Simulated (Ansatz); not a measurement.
Geometry relaxation, with input and output: Y (part 2 of 2)

Y (P6₃/mmc, 2 atoms in the cell); DFT PBEsol, scalar-relativistic, plane waves, PAW, no spin polarisation (Ansatz 0.2.0); cutoff 420 eV, 15×15×8 k-mesh, Gaussian smearing of 0.1 eV. The structure was built on a prototype by a generator; it need not be a known phase.

Geometry of the input (Å; fractional positions):
```
3.6008  0.0000  0.0000
-1.8004  3.1183  0.0000
0.0000  0.0000  5.8800
Y  0.0000  0.0000  0.0000
Y  0.3333  0.6667  0.5000
```

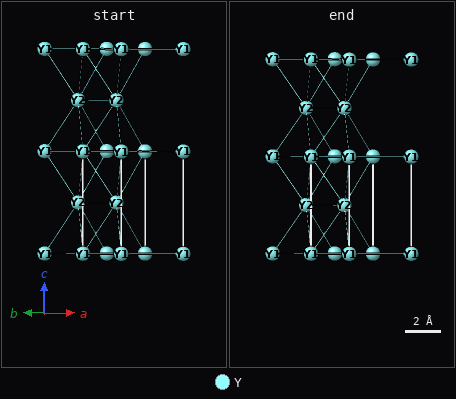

Figure 1. Before (left) and after (right) the relaxation, at one scale (ball-and-stick view of the cell of the calculation, repeated 1 × 2 × 2, seen at an oblique angle). After 3 geometry steps the energy has fallen by 43.4 meV per cell of the calculation. All forces vanish by symmetry, so only the cell relaxes. Pressure: −2.10 GPa at the start and 0.00 GPa at the end. The atoms keep their places relative to the cell (all moves are under 0.005 Å). The drawn cell changes as follows: a = b 3.601 → 3.599 Å (0.0 %), c 5.880 → 5.582 Å (−5.1 %); the volume changes by −5.2 %. Among the contacts that change: Y1–Y2 3.601 → 3.479 Å. The space group stays P6_3/mmc (No. 194). A last SCF at the same geometry on a re-selected plane-wave basis shifts the energy by +0.1 meV per cell of the calculation. (Atoms are counted from 1 in the order of the input.)

```
basis re-selected at this cell: Δ(F+E_penalty+E_count) = +7.327e-5 eV, ΔP = +0.000 GPa vs the last step (what re-selecting the basis moved, of the pressure what is left beyond the Pulay correction that the steps carried, after the strain that the cell walked since its last selection, with what the two solves' SCF thresholds leave and, on support functions, any second-order correction that the steps lacked; it is no measure of the basis error at this ecutwfc). This SCF's stress stands 2.93e-3 GPa from its target on what of the cell is left free (relax.cell.stress_tol is 5.00e-2 GPa) and its largest allowed force component is 4.16e-17 eV/Å (relax.f_tol is 5.00e-3 eV/Å): within both
SCF converged after 4 iterations
Free energy (F): -7590.154147 eV
Harris-Foulkes:  -7590.154147 eV  (|F-HF|=3.64e-12)
Internal energy: -7590.136782 eV  (E = F + TS)
E sigma→0 (E₀):  -7590.145465 eV
Entropy (-TS):   -0.017365 eV (-8.682 meV/atom)
Fermi energy:    9.759755 eV
--- Per-component energies (eV) ---
  E_band       = -231.322132
  E_kinetic    = 610.180618
  E_local      = -1196.561847  (includes V_loc(G=0)·N_el)
  E_nonlocal   = 103.747156
  E_hartree    = 378.310134
  E_xc         = -343.060828
  E_vxc        = -395.853781  (∫ρ·V_xc dr)
  E_paw        = -5546.986216  (= ΣΔE_a)
  E_vpaw       = -109.454503  (= ΣTr[D̂ρ^β])
  E_aug_tail   = 0.000005  (compensation charges beyond the density's cutoff)
  E_ewald      = -1596.063349
  E_core_change = 0.297546  (= ΣΔE_core)
  E_smearing   = -0.017365  (= −TS)
  E_closure    = -0.000000  (closes the sum)
  Σ components = -7590.154147   (vs F -7590.154147, Δ=0.00e0)
--- Forces (eV/Å), atoms counted from 1 ---
  atom   1  Y      0.00000000    -0.00000000     0.00000000
  atom   2  Y     -0.00000000     0.00000000     0.00000000
  max |Σ_I F_I| component: 9.25e-18 eV/Å
--- Stress (GPa, compression-positive) ---
        0.002421       0.000000       0.000000
        0.000000       0.002421       0.000000
        0.000000       0.000000       0.002930
  P = ⅓ Tr σ = 0.0026 GPa (0.026 kbar)
--- Band table (eV; the first three rows and the last of 135) ---
  k-point 0: bands = ["-32.6797", "-32.5837", "-13.0654", "-12.5008", "-12.5008", "-12.3896", "-12.3896", "-12.3414", "5.0358", "7.8499", "10.8913", "11.5275", "11.5275", "11.9518", "12.1948"]
  k-point 1: bands = ["-32.6761", "-32.5874", "-13.0395", "-12.4967", "-12.4967", "-12.3939", "-12.3939", "-12.3708", "5.1456", "7.7927", "10.7684", "11.4565", "11.4565", "11.8432", "12.0934"]
  k-point 2: bands = ["-32.6658", "-32.5979", "-12.9652", "-12.4847", "-12.4847", "-12.4539", "-12.4060", "-12.4060", "5.4634", "7.5728", "10.5680", "11.3572", "11.3572", "11.5483", "11.8602"]
  k-point 134: bands = ["-32.5844", "-32.5844", "-12.9174", "-12.9174", "-12.7406", "-12.7406", "-12.4608", "-12.4608", "9.3540", "9.3540", "9.3611", "9.3611", "10.2416", "10.2416", "12.6220"]
--- Relaxed structure (4 steps of the walk, 4 accepted, 1 SCFs on fresh bases) ---
  F+E_penalty+E_count = -7590.15414739 eV   max|allowed force component| = 4.163e-17 eV/Å   (the final SCF, on the basis selected at the relaxed cell)
  cell:  # Å, volume = 62.6138 Å³
    - [3.59906494277859, 0.0, 0.0]
    - [-1.799532471389295, 3.116881670316246, 0.0]
    - [0.0, 0.0, 5.581621345618415]
  atoms:
    - { symbol: Y, position: [3.238150502276384e-17, -2.3129646415289146e-17, 0.0] }
    - { symbol: Y, position: [0.3333333333333333, 0.6666666666666665, 0.5] }
```

**Trajectory as extended XYZ (Å, eV, eV/Å), 5 frames, from step=1 to step=5**
```
2
Lattice="3.6008 0.0000 0.0000 -1.8004 3.1183 0.0000 0.0000 0.0000 5.8800" Properties=species:S:1:pos:R:3:forces:R:3 step=1 energy=-7590.11086 pressure_GPa=-2.10
Y     0.0000    0.0000    0.0000    0.0000   0.0000   0.0000
Y     0.0000    2.0789    2.9400    0.0000   0.0000   0.0000
2
Lattice="3.5763 0.0000 0.0000 -1.7881 3.0971 0.0000 0.0000 0.0000 5.6459" Properties=species:S:1:pos:R:3:forces:R:3 step=2 energy=-7590.15179 pressure_GPa=0.04
Y     0.0000    0.0000    0.0000    0.0000   0.0000   0.0000
Y     0.0000    2.0648    2.8229    0.0000   0.0000   0.0000
2
Lattice="3.5950 0.0000 0.0000 -1.7975 3.1133 0.0000 0.0000 0.0000 5.5796" Properties=species:S:1:pos:R:3:forces:R:3 step=3 energy=-7590.15416 pressure_GPa=0.11
Y     0.0000    0.0000    0.0000    0.0000   0.0000   0.0000
Y     0.0000    2.0756    2.7898    0.0000   0.0000   0.0000
2
Lattice="3.5991 0.0000 0.0000 -1.7995 3.1169 0.0000 0.0000 0.0000 5.5816" Properties=species:S:1:pos:R:3:forces:R:3 step=4 energy=-7590.15422 pressure_GPa=0.00
Y     0.0000    0.0000    0.0000    0.0000   0.0000   0.0000
Y     0.0000    2.0779    2.7908    0.0000   0.0000   0.0000
2
Lattice="3.5991 0.0000 0.0000 -1.7995 3.1169 0.0000 0.0000 0.0000 5.5816" Properties=species:S:1:pos:R:3:forces:R:3 step=5 energy=-7590.15415 pressure_GPa=0.00
Y     0.0000    0.0000    0.0000    0.0000   0.0000   0.0000
Y     0.0000    2.0779    2.7908    0.0000   0.0000   0.0000
```

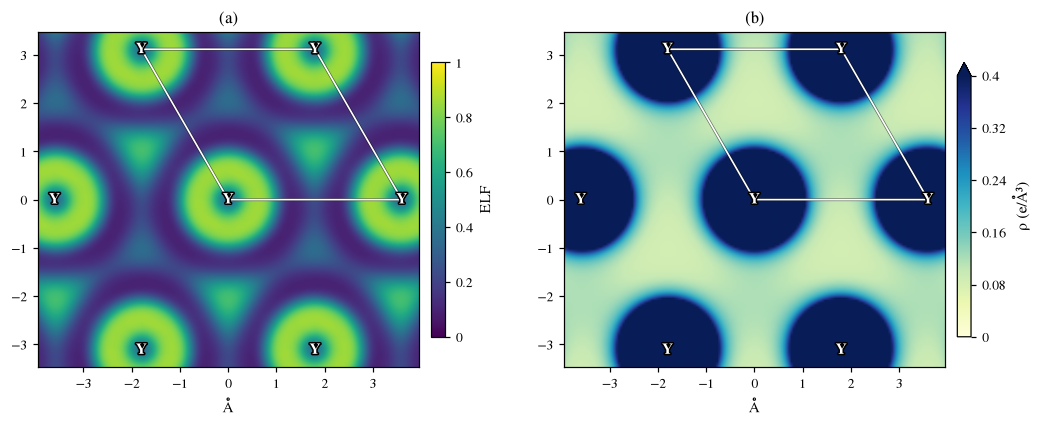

Figure 2. (a) electron localisation function; (b) valence charge density (pseudo) on the (001) plane of the conventional cell. Atoms in the plane: Y. Y–Y (3.60 Å): the density is about 0.1 e/Å³ at the midpoint; the ELF is about 0.25 at the midpoint; no shared electron pair. Away from the nuclei the density in this plane falls to 0.08 e/Å³ at its lowest. The strong features right at Y lie inside the PAW spheres (semicore, d or f shells) and say nothing about bonding. Core electrons are frozen (PAW), so the fields are smoothed inside the atomic spheres.

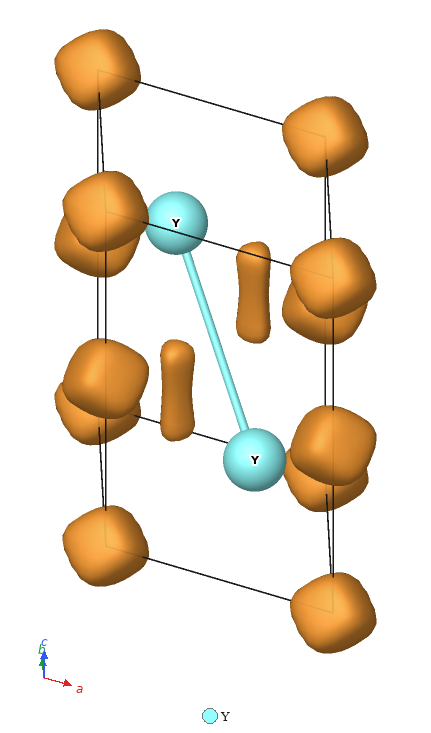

Figure 3. Isosurface of the ELF at 0.65 (orange), seen at an oblique angle. Only the valence region is drawn (cores and ρ < 0.01 e/Å³ removed). Sticks mark near contacts. The outline is the cell set on symmetry axes. Values along the shortest contacts: Y–Y (3.48 Å): the ELF is about 0.20 at the midpoint; no localised pair between them. Y–Y (3.60 Å): the ELF is about 0.25 at the midpoint; no shared electron pair.

**Results in brief**

| quantity | value |
| --- | --- |
| outcome | converged |
| space group (tolerance 0.01 Å) | P6₃/mmc (194) |
| electrons treated | 22 |
| free energy | −7590.1541 eV |
| Fermi energy | 9.760 eV |
| gap on the k-point mesh | none (metallic) |
| pressure | 0.00 GPa |
| final volume | 62.61 Å³ |
| largest force (length of the vector) at the end | under 0.001 eV/Å |
| final cell | a = 3.599 Å, b = 3.599 Å, c = 5.582 Å, α = 90.00°, β = 90.00°, γ = 120.00° |
| hardware | 1 thread of Arm Neoverse V2, 112 GiB of memory available, shared host |
| wall time | 30 s |
| peak memory | 0.41 GiB |
